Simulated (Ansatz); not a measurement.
Start from this file.

```xyz
18
Lattice="6.8725 0.0000 0.0000 0.0000 6.8725 0.0000 0.0000 0.0000 4.2750" Properties=species:S:1:pos:R:3 pbc="T T T"
Ta    4.1608    1.4925    2.1375
Ta    1.9437    0.7245    0.0000
Ta    4.9288    6.1480    0.0000
Ta    2.7118    5.3800    2.1375
N     3.4363    3.4363    2.1375
N     2.1239    0.6291    2.1375
N     2.8072    5.5602    0.0000
N     4.0653    1.3124    0.0000
N     4.7487    6.2435    2.1375
Ta    0.7245    4.9288    0.0000
Ta    5.3800    4.1608    2.1375
Ta    1.4925    2.7118    2.1375
Ta    6.1480    1.9437    0.0000
N     0.0000    0.0000    0.0000
N     5.5602    4.0653    0.0000
N     6.2435    2.1239    2.1375
N     0.6291    4.7487    2.1375
N     1.3124    2.8072    0.0000
```

Before looking at a picture, describe the arrangement of atoms.

The stoichiometry is Ta₄N₅. Space group: I4/m (No. 87). Lattice: body-centred tetragonal. One cell contains 8 Ta, 10 N, 18 atoms in all. Within bonding distance, the neighbour counts come to Ta 10 and N 4 to 5 (mean 4.8). Not all metal-metal contacts are counted.

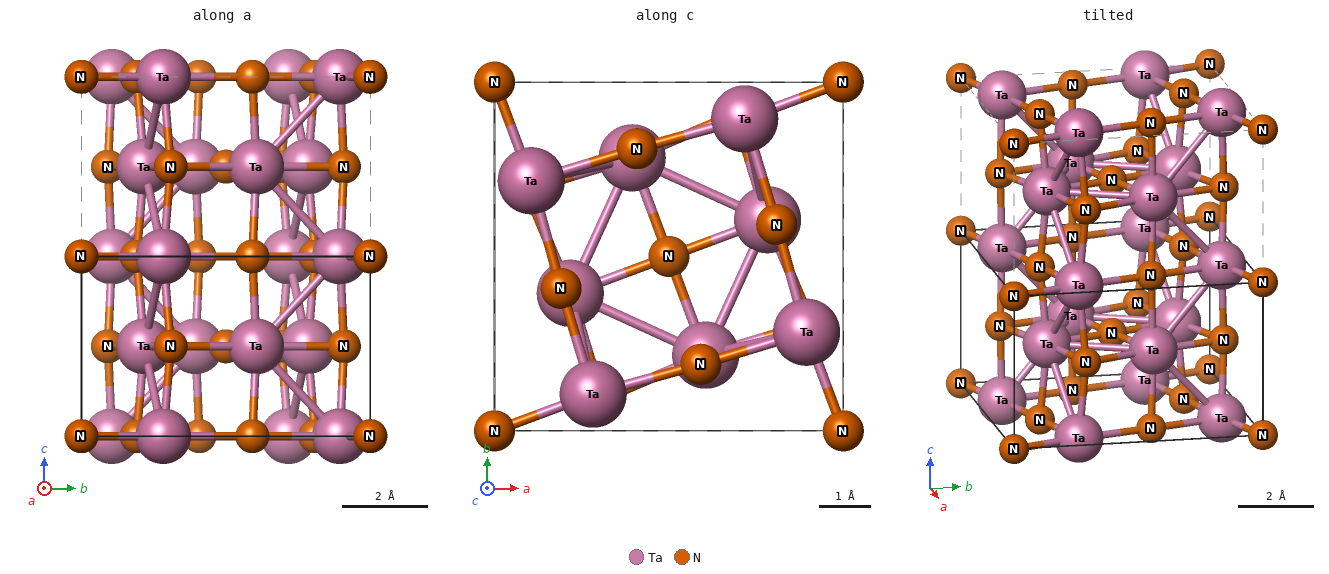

View along the a axis, along the c axis and slightly off an axis, drawn as a ball-and-stick model. One conventional unit cell is drawn solid; the view covers 1×1×2 cells.

Origin of the cell: a structure listed in the Materials Project. Earlier steps of the study, as a rule a relaxation of our own, may have changed the cell and positions, so they can lie some per cent off the listed ones. It was run through Ansatz as a DFT input.

At this level of theory the run's own cell isn't at rest (stretched, at -5 GPa), so its distances can differ from those at equilibrium, the more so the softer the solid.
